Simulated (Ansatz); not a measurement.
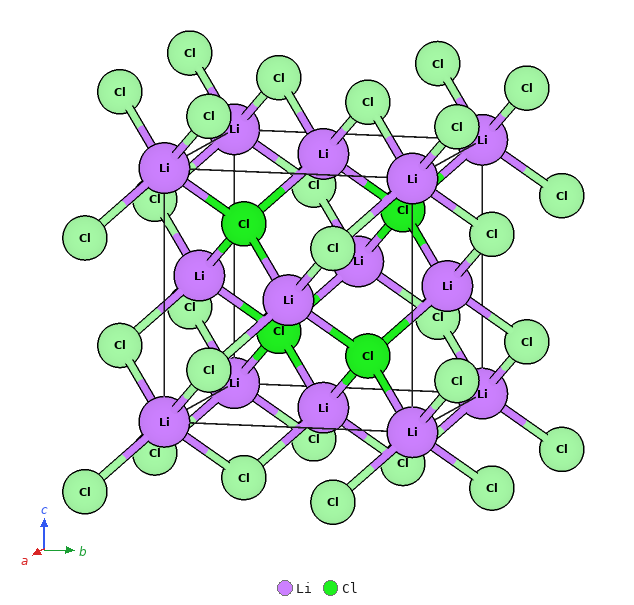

Ball-and-stick representation of a periodic structure, projected slightly off an axis. Atoms at the boundary of the drawn cell (a repeat of the simulation cell) (the box) are drawn once for each face, edge or corner they touch. Atoms outside the box are added where they are bonded to one inside, in fainter colours.

LiCl, a = 5.466 Å, b = 5.466 Å, c = 5.466 Å, α = 90.00°, β = 90.00°, γ = 90.68°. Strictly the space group is Imm2 (No. 44, within 0.01 Å). It is a distorted form of a face-centred cubic structure, space group F-43m (No. 216) within 0.25 Å: zinc blende (sphalerite type). Provenance: a structure type filled with these elements by a generator (whether the compound takes this form wasn't checked). The cell was then strained or its atoms displaced on purpose. An electronic-structure calculation with Ansatz was run on it.

This one geometry was computed with Ansatz (DFT, plane waves, PAW) at three levels of theory: PBE, r2SCAN and HSE06. It was relaxed with r2SCAN and then strained.

Q: How does the band gap change with the level of theory?

A: PBE: a gap of 6.02 eV, direct; r2SCAN: a gap of 6.69 eV, direct; HSE06: a gap of 7.36 eV, direct.

Q: Collect the results in a table.

A:
| level | cutoff (eV) | k-mesh of the run's cell | gap (eV) | pressure (GPa) |
| --- | --- | --- | --- | --- |
| PBE | 420 | 8×8×8 | 6.02 | 0.7 |
| r2SCAN | 500 | 8×8×8 | 6.69 | 0.0 |
| HSE06 | 420 | 6×6×6 | 7.36 | 0.2 |

Gaps are taken on the k-mesh or band path of each run.
